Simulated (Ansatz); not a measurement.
## Run report: Co, single-point calculation (part 1 of 3)

Co (P-3m1, 6 atoms in the cell), computed with DFT, PBE, plane waves, PAW, spin-polarised (Ansatz 0.2.0).

The structure derives from an entry of the Crystallography Open Database. Some settings of this run were made unusual or wrong on purpose.

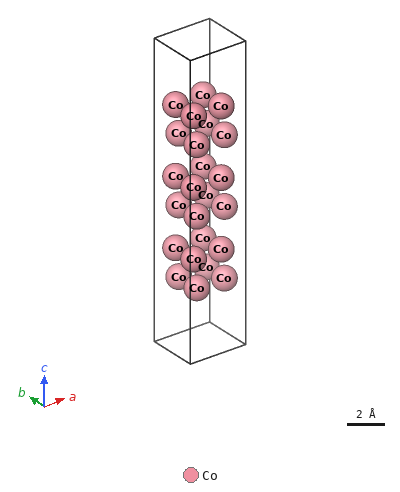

*The structure (spheres-only view of the 2 × 2 repeat of the cell, with the vacuum cut short, seen slightly off an axis). An atom can appear more than once, as a periodic image.*

## Input file
```yaml
crystal:
  lattice:
    - [-2.4922474725, 0.0, 0.0]
    - [-1.2461237362, -2.1583496237, 0.0]
    - [0.0, 0.0, 18.1001612406]
  atoms:
    - { symbol: Co, position: [0.3333333333, 0.3333333333, 0.6128131121], spin: 1.84 }
    - { symbol: Co, position: [0.3333333333, 0.3333333333, 0.1671389519], spin: 1.84 }
    - { symbol: Co, position: [0.3333333333, 0.3333333333, 0.389976032], spin: 1.84 }
    - { symbol: Co, position: [0.6666666667, 0.6666666667, 0.0557204119], spin: 1.84 }
    - { symbol: Co, position: [0.6666666667, 0.6666666667, 0.278557492], spin: 1.84 }
    - { symbol: Co, position: [0.6666666667, 0.6666666667, 0.5013945721], spin: 1.84 }
basis:
  ecutwfc: 420
kpoints:
  mp_grid: { grid: [27, 27, 5] }
hamiltonian:
  xc: pbe
scf:
  occupations: { method: gaussian, width: 0.15 }
  convergence: { dr2_threshold: 1.0e-20 }
  max_iter: 75
output:
  forces: true
  eigenvalues: true
  stress: true
magnetization:
  spin_polarized: true
```

Run on 2 threads of AMD EPYC (Zen 5), 32 GiB of memory available, shared host.

Launched with:
```bash
ansatz run input.yaml --threads 2 --pin off --max-ram 5120MiB --backend cpu --events-out ev --progress --plain --runs-dir out
```

## The program's output
```
Engine: ansatz 0.2.0, x86_64-unknown-linux-gnu
Pseudopotentials: kind: paw
Pseudopotential: Co, paw, valence charge 17, recommended cutoff 420 eV (normal), Co.paw.azcp
Functional definition: PBE
  parameter kappa = 0.804
  parameter beta = 0.06672455060314922
  exchange = pbe_x(kappa = kappa, mu = beta*pi^2/3)
  correlation = pbe_c(beta = beta)
Crystal: 6 atoms, lattice volume = 97.363 Å³
Basis set: ecut = 420 eV, 1843 PW (Γ), exchange–correlation on 36×36×250 points (8 copies of the dense FFT grid, shifted against one another)
Bands: 68, of which v1, the nominal top of the filled ones, is band 51 counted from 1 (50 counted from 0)
Symmetry: 12 space group operations
Space group: P-3m1 (ITA 164), of the structure as read, at distance tolerance 4.6e-5 Å
Magnetic group: BNS 164.85 (UNI 1315), of the structure as read, at distance tolerance 4.6e-5 Å
k-points: 347 of 3645
Non-local potential: Co, projectors of the file, l = 0: 3, l = 1: 2, l = 2: 3, l = 3: 1
PAW form: soft (Blöchl's): semilocal exchange-correlation on the pseudo side does not see the compensation charge
PAW one-centre angular grid: Co, 590 points (default); XC on 64 Gauss nodes
Initial density: superposition of atomic densities (neutral atoms: chi_scale 0, normalization atom)
Starting moments: Σ|m| = 11.04 μB on 6 of 6 sites
Initial wavefunctions: pseudopotential atomic-orbital guess
Functional: x = pbe(κ = 0.804, μ = 0.2195149727645171), c = pbe(β = 0.06672455060314922)
```
